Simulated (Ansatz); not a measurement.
# What a change does: single-point calculation on Hf2S

System: Hf2S (P6₃/mmc, 6 atoms in the cell).
Method of the first run: DFT r2SCAN, scalar-relativistic, plane waves, PAW, no spin polarisation (Ansatz 0.2.0).

The structure derives from a Materials Project entry. Text and figures count atoms from 1; the logs count them from 0 in places.

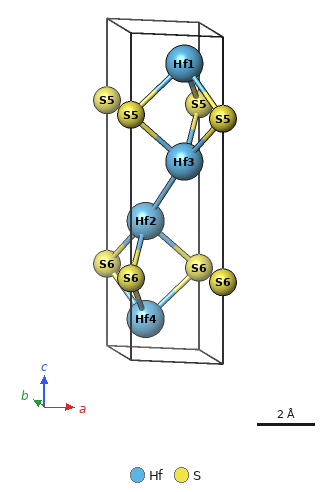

Figure 1. The structure (ball-and-stick view of the cell of the calculation, seen slightly off an axis; atoms are numbered from 1 in the order of the input). An atom can appear more than once, as a periodic image. Near neighbours in the periodic cell (some may lie outside the picture): Hf has 3 Hf at 3.06 Å and 3 S at 2.63 Å; S has 6 Hf at 2.63 Å.

## Input, the first run
```yaml
crystal:
  lattice:
    - [3.3814293659, 0.0, 0.0]
    - [-1.6907146829, 2.9284037319, 0.0]
    - [0.0, 0.0, 11.7409507849]
  atoms:
    - { symbol: Hf, position: [0.6666666667, 0.3333333333, 0.899731143] }
    - { symbol: Hf, position: [0.3333333333, 0.6666666667, 0.399731143] }
    - { symbol: Hf, position: [0.6666666667, 0.3333333333, 0.600268857] }
    - { symbol: Hf, position: [0.3333333333, 0.6666666667, 0.100268857] }
    - { symbol: S, position: [0.0, 0.0, 0.75] }
    - { symbol: S, position: [0.0, 0.0, 0.25] }
basis:
  ecutwfc: 500
kpoints:
  mp_grid: { grid: [12, 12, 4] }
hamiltonian:
  xc: r2scan
scf:
  occupations: { method: gaussian, width: 0.1 }
output:
  forces: true
  stress: true
  eigenvalues: true
```

Launched with:
```bash
ansatz run input.yaml --threads 1 --pin off --max-ram 2560MiB --backend cpu --events-out ev --progress --plain --runs-dir out
```

Hardware: 1 thread of Intel Xeon @ 2.50GHz (Skylake/Cascade Lake), 192 GiB of memory available, shared host.

## Output, shortened to warnings, some set-up lines, iterations and results (the first run)
```
Basis set: ecut = 500 eV, 2935 PW (Γ), exchange–correlation on 100×100×360 points (64 copies of the dense FFT grid, shifted against one another)
Symmetry: 24 space group operations
k-points: 57 of 576
Initial density: superposition of atomic densities (neutral atoms: chi_scale 0, normalization atom), corrected by the library's trained network
[...]
SCF iter   1: F=—  HF=-64750.815635 eV  |F-HF|=—  |Δ(HF+E_count)|=         —  Δρ=9.06e-3  dr2=1.12e-1  dr2_τ=1.14e-1  ethr=1.77e-3  ⟨swp⟩=5.1  Hψ=12949  notcnv=0  defer=12
SCF iter   2: F=—  HF=-64750.901898 eV  |F-HF|=—  |Δ(HF+E_count)|=   8.63e-2  Δρ=5.32e-3  dr2=4.93e-2  dr2_τ=4.24e-3  ethr=9.63e-5  ⟨swp⟩=2.0  Hψ=8305  notcnv=0  defer=302
SCF iter   3: F=—  HF=-64750.900527 eV  |F-HF|=—  |Δ(HF+E_count)|=   1.37e-3  Δρ=4.04e-3  dr2=3.35e-2  dr2_τ=6.99e-4  ethr=4.25e-5  ⟨swp⟩=2.0  Hψ=5284  notcnv=0  defer=302
SCF iter   4: F=—  HF=-64750.901371 eV  |F-HF|=—  |Δ(HF+E_count)|=   8.44e-4  Δρ=9.61e-4  dr2=4.66e-3  dr2_τ=9.28e-5  ethr=2.89e-5  ⟨swp⟩=2.0  Hψ=6082  notcnv=0  defer=302
SCF iter   5: F=—  HF=-64750.900989 eV  |F-HF|=—  |Δ(HF+E_count)|=   3.82e-4  Δρ=3.61e-4  dr2=6.79e-4  dr2_τ=7.19e-6  ethr=4.02e-6  ⟨swp⟩=2.0  Hψ=4349  notcnv=0  defer=302
SCF iter   6: F=—  HF=-64750.900925 eV  |F-HF|=—  |Δ(HF+E_count)|=   6.41e-5  Δρ=9.87e-5  dr2=1.91e-5  dr2_τ=3.66e-7  ethr=5.85e-7  ⟨swp⟩=2.0  Hψ=6083  notcnv=0  defer=302
SCF iter   7: F=—  HF=-64750.900936 eV  |F-HF|=—  |Δ(HF+E_count)|=   1.09e-5  Δρ=2.94e-5  dr2=1.23e-6  dr2_τ=2.75e-8  ethr=1.65e-8  ⟨swp⟩=2.0  Hψ=6762  notcnv=0  defer=302
SCF iter   8: F=—  HF=-64750.900937 eV  |F-HF|=—  |Δ(HF+E_count)|=   7.90e-7  Δρ=8.31e-6  dr2=1.00e-7  dr2_τ=4.06e-9  ethr=1.06e-9  ⟨swp⟩=2.0  Hψ=6936  notcnv=0  defer=302
SCF iter   9: F=-64750.900937 eV  HF=-64750.900937 eV  |F-HF|=1.30e-9  |Δ(HF+E_count)|=   4.69e-8  Δρ=2.23e-6  dr2=4.76e-9  dr2_τ=4.97e-10  ethr=8.62e-11  ⟨swp⟩=8.6  Hψ=17424 …
SCF 1 converged in 9 iterations: F = -64750.900937 eV  dr2 = 4.76e-9
SCF converged after 9 iterations
Free energy (F): -64750.900937 eV
Harris-Foulkes:  -64750.900937 eV  (|F-HF|=1.30e-9)
Internal energy: -64750.887468 eV  (E = F + TS)
E sigma→0 (E₀):  -64750.894202 eV
Entropy (-TS):   -0.013469 eV (-2.245 meV/atom)
Fermi energy:    18.470705 eV
--- Per-component energies (eV) ---
  E_band       = -6.058276
  E_kinetic    = 1912.236220
  E_local      = -22328.786193  (includes V_loc(G=0)·N_el)
  E_nonlocal   = -4939.688993
  E_hartree    = 10484.800632
  E_xc         = -1319.255911
  E_vxc        = -1364.406516  (∫ρ·V_xc dr)
  E_paw        = -29025.426071  (= ΣΔE_a)
  E_vpaw       = 5679.058186  (= ΣTr[D̂ρ^β])
  E_aug_tail   = -0.000002  (compensation charges beyond the density's cutoff)
  E_vtau       = 65.928373  (kinetic-family band-sum trace: ∫τ·v_τ [+ j·A + Jᵃ·Aᵃ] dr)
  E_ewald      = -19535.833705
  E_core_change = 1.066554  (= ΣΔE_core)
  E_smearing   = -0.013469  (= −TS)
  E_closure    = -0.000000  (closes the sum)
  Σ components = -64750.900937   (vs F -64750.900937, Δ=0.00e0)
--- Forces (eV/Å), atoms counted from 1 ---
  atom   1  Hf    -0.00000000     0.00000000     0.00034811
  atom   2  Hf     0.00000000    -0.00000000     0.00034811
  atom   3  Hf    -0.00000000     0.00000000    -0.00034811
  atom   4  Hf     0.00000000    -0.00000000    -0.00034811
  atom   5  S     -0.00000000     0.00000000     0.00000000
  atom   6  S      0.00000000    -0.00000000     0.00000000
  max |Σ_I F_I| component: 1.39e-17 eV/Å
--- Stress (GPa, compression-positive) ---
        0.002598      -0.000000       0.000000
       -0.000000       0.002598       0.000000
        0.000000       0.000000      -0.000435
  P = ⅓ Tr σ = 0.0016 GPa (0.016 kbar)
```

For the second run the input was changed thus:
```diff
-    - [3.3814293659, 0.0, 0.0]
-    - [-1.6907146829, 2.9284037319, 0.0]
-    - [0.0, 0.0, 11.7409507849]
+    - [3.3742737662, 0.0, 0.0]
+    - [-1.6871368831, 2.9222068008, 0.0]
+    - [0.0, 0.0, 11.71740703]
-    - { symbol: Hf, position: [0.6666666667, 0.3333333333, 0.899731143] }
-    - { symbol: Hf, position: [0.3333333333, 0.6666666667, 0.399731143] }
-    - { symbol: Hf, position: [0.6666666667, 0.3333333333, 0.600268857] }
-    - { symbol: Hf, position: [0.3333333333, 0.6666666667, 0.100268857] }
+    - { symbol: Hf, position: [0.66666667, 0.33333333, 0.89981164] }
+    - { symbol: Hf, position: [0.33333333, 0.66666667, 0.39981164] }
+    - { symbol: Hf, position: [0.66666667, 0.33333333, 0.60018836] }
+    - { symbol: Hf, position: [0.33333333, 0.66666667, 0.10018836] }
-  mp_grid: { grid: [12, 12, 4] }
+  mp_grid: { grid: [6, 6, 2] }
```

Predict how the results change.

With the same functional and potentials, the second run lies 2.6 meV per atom lower (other lines of the input change too). The pressure goes from 0.00 to 0.82 GPa. The largest force goes from 0.000 to 0.043 eV/Å. The volume per atom goes from 19.38 to 19.26 Å³. The SCF takes 8 iterations against 9. The irreducible k-points go from 57 to 14. The plane waves at Γ go from 2935 to 2923. On the same kind of shared host the second run took about 0.29 times as long.

## Output, shortened to warnings, some set-up lines, iterations and results (the second run)
```
Basis set: ecut = 500 eV, 2923 PW (Γ), exchange–correlation on 100×100×360 points (64 copies of the dense FFT grid, shifted against one another)
Symmetry: 24 space group operations
k-points: 14 of 72
Initial density: superposition of atomic densities (neutral atoms: chi_scale 0, normalization atom), corrected by the library's trained network
[...]
SCF iter   1: F=—  HF=-64750.826898 eV  |F-HF|=—  |Δ(HF+E_count)|=         —  Δρ=9.20e-3  dr2=1.13e-1  dr2_τ=1.14e-1  ethr=1.77e-3  ⟨swp⟩=5.0  Hψ=3166  notcnv=0  defer=4
SCF iter   2: F=—  HF=-64750.914482 eV  |F-HF|=—  |Δ(HF+E_count)|=   8.76e-2  Δρ=5.23e-3  dr2=3.27e-2  dr2_τ=4.69e-3  ethr=9.77e-5  ⟨swp⟩=2.0  Hψ=2036  notcnv=0  defer=78
SCF iter   3: F=—  HF=-64750.913359 eV  |F-HF|=—  |Δ(HF+E_count)|=   1.12e-3  Δρ=3.64e-3  dr2=1.62e-2  dr2_τ=6.25e-4  ethr=2.82e-5  ⟨swp⟩=2.0  Hψ=1304  notcnv=0  defer=64
SCF iter   4: F=—  HF=-64750.916455 eV  |F-HF|=—  |Δ(HF+E_count)|=   3.10e-3  Δρ=8.23e-4  dr2=1.38e-3  dr2_τ=8.81e-5  ethr=1.39e-5  ⟨swp⟩=2.0  Hψ=1488  notcnv=0  defer=64
SCF iter   5: F=—  HF=-64750.916663 eV  |F-HF|=—  |Δ(HF+E_count)|=   2.08e-4  Δρ=2.30e-4  dr2=8.90e-5  dr2_τ=1.39e-6  ethr=1.19e-6  ⟨swp⟩=2.0  Hψ=1472  notcnv=0  defer=64
SCF iter   6: F=—  HF=-64750.916709 eV  |F-HF|=—  |Δ(HF+E_count)|=   4.65e-5  Δρ=6.88e-5  dr2=7.46e-6  dr2_τ=4.78e-7  ethr=7.67e-8  ⟨swp⟩=2.0  Hψ=1491  notcnv=0  defer=64
SCF iter   7: F=—  HF=-64750.916713 eV  |F-HF|=—  |Δ(HF+E_count)|=   3.52e-6  Δρ=1.42e-5  dr2=2.54e-7  dr2_τ=2.93e-8  ethr=6.43e-9  ⟨swp⟩=2.0  Hψ=1500  notcnv=0  defer=64
SCF iter   8: F=-64750.916713 eV  HF=-64750.916713 eV  |F-HF|=4.56e-9  |Δ(HF+E_count)|=   2.49e-7  Δρ=3.46e-6  dr2=1.30e-8  dr2_τ=2.72e-10  ethr=8.62e-11  ⟨swp⟩=8.4  Hψ=4208  …
SCF 1 converged in 8 iterations: F = -64750.916713 eV  dr2 = 1.30e-8
SCF converged after 8 iterations
Free energy (F): -64750.916713 eV
Harris-Foulkes:  -64750.916713 eV  (|F-HF|=4.56e-9)
Internal energy: -64750.903052 eV  (E = F + TS)
E sigma→0 (E₀):  -64750.909883 eV
Entropy (-TS):   -0.013661 eV (-2.277 meV/atom)
Fermi energy:    18.473222 eV
--- Per-component energies (eV) ---
  E_band       = 10.034694
  E_kinetic    = 1913.540493
  E_local      = -22269.365085  (includes V_loc(G=0)·N_el)
  E_nonlocal   = -4939.513855
  E_hartree    = 10463.085734
  E_xc         = -1319.751066
  E_vxc        = -1365.121702  (∫ρ·V_xc dr)
  E_paw        = -29025.745434  (= ΣΔE_a)
  E_vpaw       = 5678.363065  (= ΣTr[D̂ρ^β])
  E_aug_tail   = -0.000002  (compensation charges beyond the density's cutoff)
  E_vtau       = 65.962865  (kinetic-family band-sum trace: ∫τ·v_τ [+ j·A + Jᵃ·Aᵃ] dr)
  E_ewald      = -19574.220391
  E_core_change = 1.066554  (= ΣΔE_core)
  E_smearing   = -0.013661  (= −TS)
  E_closure    = -0.000000  (closes the sum)
  Σ components = -64750.916713   (vs F -64750.916713, Δ=0.00e0)
--- Forces (eV/Å), atoms counted from 1 ---
  atom   1  Hf     0.00000000    -0.00000000    -0.04314904
  atom   2  Hf    -0.00000000     0.00000000    -0.04314904
  atom   3  Hf     0.00000000    -0.00000000     0.04314904
  atom   4  Hf    -0.00000000     0.00000000     0.04314904
  atom   5  S     -0.00000000     0.00000000     0.00000000
  atom   6  S      0.00000000    -0.00000000     0.00000000
  max |Σ_I F_I| component: 6.94e-18 eV/Å
--- Stress (GPa, compression-positive) ---
        0.872706       0.000000      -0.000000
       -0.000000       0.872706       0.000000
       -0.000000       0.000000       0.723886
  P = ⅓ Tr σ = 0.8231 GPa (8.231 kbar)
```

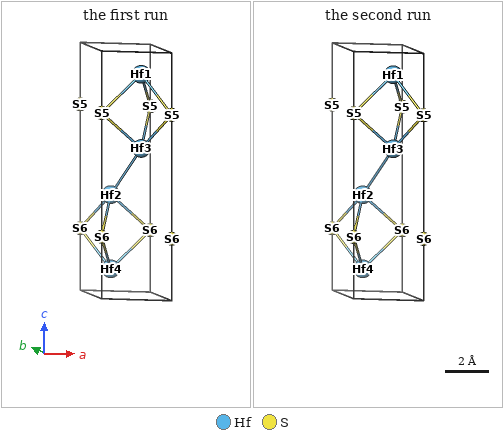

Figure 2. The two input geometries at one scale (ball-and-stick view of the cell of the calculation, seen slightly off an axis). No atom moves by more than 0.005 Å relative to the cell. Cell: a = b 3.381 → 3.374 Å (−0.2 %), c 11.741 → 11.717 Å (−0.2 %). Volume −0.6 %. Among the contacts that change: Hf1–Hf4 3.059 → 3.051 Å, Hf1–S5 2.627 → 2.622 Å.

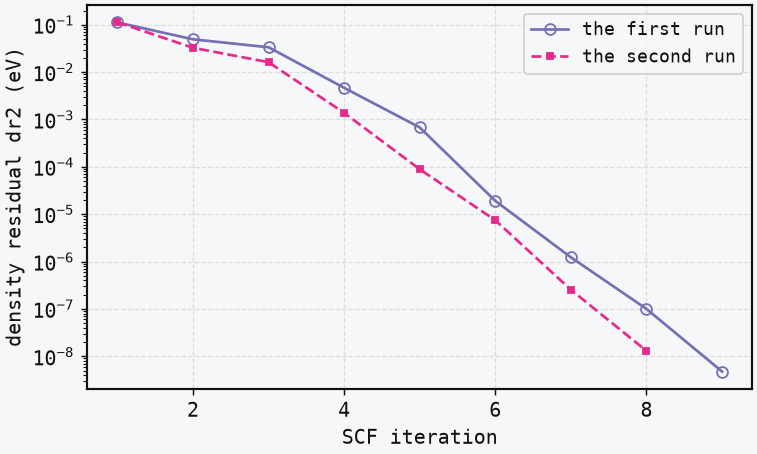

Figure 3. Convergence of the two runs: density residual dr2 against the SCF iteration. The first run takes 9 iterations in all, and the second run takes 8.

## The two runs side by side

```csv
quantity,the first run,the second run
outcome,converged,converged
free energy per atom (eV),−10791.8168,−10791.8195
"energy per atom, smearing taken to zero (eV)",−10791.8157,−10791.8183
gap on the mesh (eV),0.00,0.00
pressure (GPa),0.00,0.82
volume per atom (Å³),19.38,19.26
largest force (eV/Å),0.000,0.043
SCF iterations,9,8
irreducible k-points,57,14
plane waves at Γ,2935,2923
wall time (shared host),66 s,19 s
```

For both runs: Spin–orbit coupling is left out, which matters for Hf.
